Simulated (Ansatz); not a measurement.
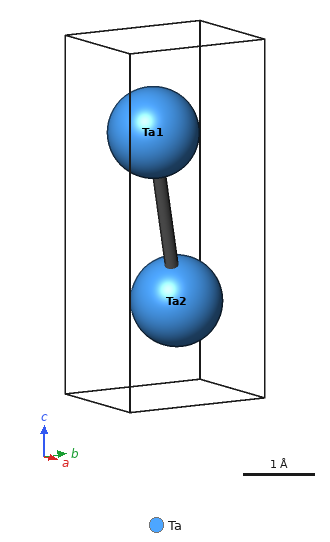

The structure (ball-and-stick view of the cell of the calculation, seen at an oblique angle; atoms are numbered from 1 in the order of the input). An atom can appear more than once, as a periodic image.

# Two runs on Ta

System: Ta (P6₃/mmc, 2 atoms in the cell).
Method of the first run: DFT r2SCAN, scalar-relativistic, plane waves, PAW, no spin polarisation (Ansatz 0.2.0).

The structure derives from a Materials Project entry. Text and figures count atoms from 1; the logs count them from 0 in places.

Input, the first run:
```yaml
crystal:
  lattice:
    - [2.8879886106, 0.0, 0.0]
    - [-1.4439943053, 2.5010715026, 0.0]
    - [0.0, 0.0, 5.1181138697]
  atoms:
    - { symbol: Ta, position: [0.6666666667, 0.3333333333, 0.75] }
    - { symbol: Ta, position: [0.3333333333, 0.6666666667, 0.25] }
basis:
  ecutwfc: 500
kpoints:
  mp_grid: { grid: [24, 24, 14] }
hamiltonian:
  xc: r2scan
scf:
  occupations: { method: gaussian, width: 0.15 }
output:
  forces: true
  stress: true
  eigenvalues: true
```

Command:
```bash
ansatz run input.yaml --threads 1 --pin off --max-ram 2560MiB --backend cpu --events-out ev --progress --plain --runs-dir out
```

Hardware: 1 thread of Intel Xeon @ 2.50GHz (Skylake/Cascade Lake), 189 GiB of memory available, shared host.

Output, shortened to warnings, some set-up lines, iterations and results (the first run):
```
Basis set: ecut = 500 eV, 931 PW (Γ), exchange–correlation on 96×96×160 points (64 copies of the dense FFT grid, shifted against one another)
Symmetry: 24 space group operations
k-points: 488 of 8064
Initial density: superposition of atomic densities (neutral atoms: chi_scale 0, normalization atom), corrected by the library's trained network
[...]
SCF iter   1: F=—  HF=-19888.007890 eV  |F-HF|=—  |Δ(HF+E_count)|=         —  Δρ=8.39e-3  dr2=1.20e-2  dr2_τ=3.12e-2  ethr=1.77e-3  ⟨swp⟩=5.1  Hψ=39871  notcnv=0
SCF iter   2: F=—  HF=-19888.039108 eV  |F-HF|=—  |Δ(HF+E_count)|=   3.12e-2  Δρ=5.42e-3  dr2=5.00e-3  dr2_τ=5.43e-4  ethr=4.61e-5  ⟨swp⟩=2.1  Hψ=15025  notcnv=0
SCF iter   3: F=—  HF=-19888.040616 eV  |F-HF|=—  |Δ(HF+E_count)|=   1.51e-3  Δρ=6.74e-4  dr2=1.03e-4  dr2_τ=2.88e-5  ethr=1.92e-5  ⟨swp⟩=2.0  Hψ=10768  notcnv=0
SCF iter   4: F=—  HF=-19888.040653 eV  |F-HF|=—  |Δ(HF+E_count)|=   3.63e-5  Δρ=2.72e-4  dr2=1.97e-5  dr2_τ=1.13e-6  ethr=3.97e-7  ⟨swp⟩=2.6  Hψ=13831  notcnv=0
SCF iter   5: F=—  HF=-19888.040658 eV  |F-HF|=—  |Δ(HF+E_count)|=   5.27e-6  Δρ=5.51e-5  dr2=6.57e-7  dr2_τ=7.39e-8  ethr=7.58e-8  ⟨swp⟩=2.6  Hψ=10917  notcnv=0
SCF iter   6: F=-19888.040658 eV  HF=-19888.040658 eV  |F-HF|=4.53e-8  |Δ(HF+E_count)|=   3.64e-7  Δρ=1.72e-5  dr2=5.32e-8  dr2_τ=6.67e-9  ethr=3.85e-10  ⟨swp⟩=6.0  Hψ=38457  …
SCF 1 converged in 6 iterations: F = -19888.040658 eV  dr2 = 5.32e-8
SCF converged after 6 iterations
Free energy (F): -19888.040658 eV
Harris-Foulkes:  -19888.040658 eV  (|F-HF|=4.53e-8)
Internal energy: -19888.013677 eV  (E = F + TS)
E sigma→0 (E₀):  -19888.027168 eV
Entropy (-TS):   -0.026981 eV (-13.491 meV/atom)
Fermi energy:    18.411366 eV
--- Per-component energies (eV) ---
  E_band       = -246.042734
  E_kinetic    = 733.118923
  E_local      = -1132.140657  (includes V_loc(G=0)·N_el)
  E_nonlocal   = 29.816909
  E_hartree    = 392.340032
  E_xc         = -408.312346
  E_vxc        = -443.420601  (∫ρ·V_xc dr)
  E_paw        = -16845.731553  (= ΣΔE_a)
  E_vpaw       = -240.513616  (= ΣTr[D̂ρ^β])
  E_aug_tail   = 0.000159  (compensation charges beyond the density's cutoff)
  E_vtau       = 22.417448  (kinetic-family band-sum trace: ∫τ·v_τ [+ j·A + Jᵃ·Aᵃ] dr)
  E_ewald      = -2655.592584
  E_core_change = -1.512561  (= ΣΔE_core)
  E_smearing   = -0.026981  (= −TS)
  E_closure    = -0.000000  (closes the sum)
  Σ components = -19888.040658   (vs F -19888.040658, Δ=0.00e0)
--- Forces (eV/Å), atoms counted from 1 ---
  atom   1  Ta     0.00000000     0.00000000     0.00000000
  atom   2  Ta     0.00000000    -0.00000000     0.00000000
  max |Σ_I F_I| component: 6.94e-18 eV/Å
--- Stress (GPa, compression-positive) ---
        0.100505       0.000000       0.000000
       -0.000000       0.100505       0.000000
        0.000000       0.000000       0.076323
  P = ⅓ Tr σ = 0.0924 GPa (0.924 kbar)
```

For the second run the input was changed thus:
```diff
-  mp_grid: { grid: [24, 24, 14] }
+  mp_grid: { grid: [24, 24, 12] }
```

How does the second run compare with the first run?

The energy doesn't change within 0.01 meV per atom. The number of SCF iterations is the same. The irreducible k-points go from 488 to 427.

Output, shortened to warnings, some set-up lines, iterations and results (the second run):
```
Basis set: ecut = 500 eV, 931 PW (Γ), exchange–correlation on 96×96×160 points (64 copies of the dense FFT grid, shifted against one another)
Symmetry: 24 space group operations
k-points: 427 of 6912
Initial density: superposition of atomic densities (neutral atoms: chi_scale 0, normalization atom), corrected by the library's trained network
[...]
SCF iter   1: F=—  HF=-19888.007896 eV  |F-HF|=—  |Δ(HF+E_count)|=         —  Δρ=8.40e-3  dr2=1.20e-2  dr2_τ=3.12e-2  ethr=1.77e-3  ⟨swp⟩=5.1  Hψ=34887  notcnv=0
SCF iter   2: F=—  HF=-19888.039111 eV  |F-HF|=—  |Δ(HF+E_count)|=   3.12e-2  Δρ=5.42e-3  dr2=5.01e-3  dr2_τ=5.43e-4  ethr=4.62e-5  ⟨swp⟩=2.1  Hψ=13175  notcnv=0
SCF iter   3: F=—  HF=-19888.040619 eV  |F-HF|=—  |Δ(HF+E_count)|=   1.51e-3  Δρ=6.75e-4  dr2=1.03e-4  dr2_τ=2.92e-5  ethr=1.93e-5  ⟨swp⟩=2.0  Hψ=9422  notcnv=0
SCF iter   4: F=—  HF=-19888.040655 eV  |F-HF|=—  |Δ(HF+E_count)|=   3.63e-5  Δρ=2.72e-4  dr2=1.97e-5  dr2_τ=1.13e-6  ethr=3.97e-7  ⟨swp⟩=2.7  Hψ=12178  notcnv=0
SCF iter   5: F=—  HF=-19888.040661 eV  |F-HF|=—  |Δ(HF+E_count)|=   5.71e-6  Δρ=5.50e-5  dr2=6.53e-7  dr2_τ=7.38e-8  ethr=7.58e-8  ⟨swp⟩=2.6  Hψ=9584  notcnv=0
SCF iter   6: F=-19888.040661 eV  HF=-19888.040661 eV  |F-HF|=4.49e-8  |Δ(HF+E_count)|=   3.64e-7  Δρ=1.71e-5  dr2=5.25e-8  dr2_τ=6.69e-9  ethr=3.85e-10  ⟨swp⟩=6.0  Hψ=33717  …
SCF 1 converged in 6 iterations: F = -19888.040661 eV  dr2 = 5.25e-8
SCF converged after 6 iterations
Free energy (F): -19888.040661 eV
Harris-Foulkes:  -19888.040661 eV  (|F-HF|=4.49e-8)
Internal energy: -19888.013593 eV  (E = F + TS)
E sigma→0 (E₀):  -19888.027127 eV
Entropy (-TS):   -0.027069 eV (-13.534 meV/atom)
Fermi energy:    18.412255 eV
--- Per-component energies (eV) ---
  E_band       = -246.039484
  E_kinetic    = 733.119207
  E_local      = -1132.145791  (includes V_loc(G=0)·N_el)
  E_nonlocal   = 29.818620
  E_hartree    = 392.343354
  E_xc         = -408.312145
  E_vxc        = -443.420783  (∫ρ·V_xc dr)
  E_paw        = -16845.731851  (= ΣΔE_a)
  E_vpaw       = -240.514001  (= ΣTr[D̂ρ^β])
  E_aug_tail   = 0.000159  (compensation charges beyond the density's cutoff)
  E_vtau       = 22.417733  (kinetic-family band-sum trace: ∫τ·v_τ [+ j·A + Jᵃ·Aᵃ] dr)
  E_ewald      = -2655.592584
  E_core_change = -1.512561  (= ΣΔE_core)
  E_smearing   = -0.027069  (= −TS)
  E_closure    = -0.000000  (closes the sum)
  Σ components = -19888.040661   (vs F -19888.040661, Δ=0.00e0)
--- Forces (eV/Å), atoms counted from 1 ---
  atom   1  Ta     0.00000000     0.00000000     0.00000000
  atom   2  Ta     0.00000000    -0.00000000     0.00000000
  max |Σ_I F_I| component: 2.31e-18 eV/Å
--- Stress (GPa, compression-positive) ---
        0.110435       0.000000       0.000000
        0.000000       0.110435       0.000000
        0.000000       0.000000       0.041454
  P = ⅓ Tr σ = 0.0874 GPa (0.874 kbar)
```

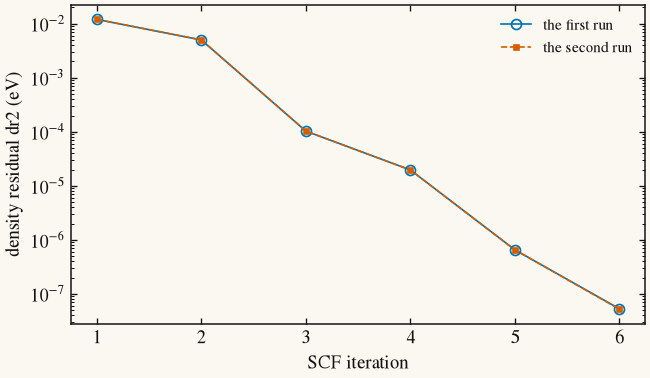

Convergence of the two runs: density residual dr2 against the SCF iteration. The first run takes 6 iterations in all, and the second run takes 6.

The two runs side by side:

```csv
quantity,the first run,the second run
outcome,converged,converged
free energy per atom (eV),−9944.0203,−9944.0203
"energy per atom, smearing taken to zero (eV)",−9944.0136,−9944.0136
gap on the mesh (eV),0.00,0.00
pressure (GPa),0.09,0.09
largest force (eV/Å),0.000,0.000
SCF iterations,6,6
irreducible k-points,488,427
plane waves at Γ,931,931
wall time (shared host),54 s,45 s
```

For both runs: Spin–orbit coupling is left out, which matters for Ta.
